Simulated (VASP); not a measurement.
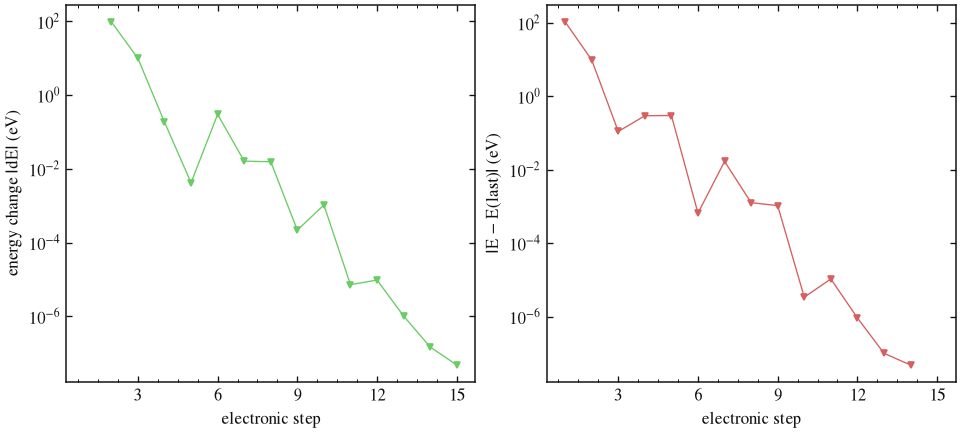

The plot shows the electronic steps of a calculation: energy change |dE|, distance of the free energy from its last value.

Program: VASP.

INCAR
```
ENCUT = 520.000000
SIGMA = 0.020000
EDIFF = 1.00e-07
GGA = PE
PREC = Accurate
IBRION = -1
ISIF = 2
ISMEAR = -1
NBANDS = 14
NELM = 120
NSW = 0
LASPH = .TRUE.
LCHARG = .FALSE.
LWAVE = .FALSE.
LREAL = .FALSE.
```

KPOINTS
```
KPOINTS created by Atomic Simulation Environment
0
Gamma
8 8 8
0 0 0
```

POSCAR
```
Na Cl
 1.0000000000000000
    -0.0308727285000000    3.0564001246000001    3.0564001246000001
     3.0564001246000001   -0.0308727285000000    3.0564001246000001
     3.0564001246000001    3.0564001246000001   -0.0308727285000000
 Na  Cl
   1   1
Cartesian
 -0.0072169753113562 -0.0072169753113562 -0.0072169753113562
  1.5276988554863566  1.5276988554863566  1.5276988554863564
```

### Was self-consistency reached?

The run converged; it took 15 steps. The energy change falls unevenly and jumps up by a factor of two or more twice on the way down, most sharply at step 6 (by a factor of about 70). The jump at step 6 comes where the charge density, held fixed for the first 5 steps, starts to be updated.

### What is the energy change at the start and at the end?

It starts near 100 and ends near 5 × 10⁻⁸ eV.

### Is anything amiss with this input?

Nothing shows: the run converged and the program gave no warning.
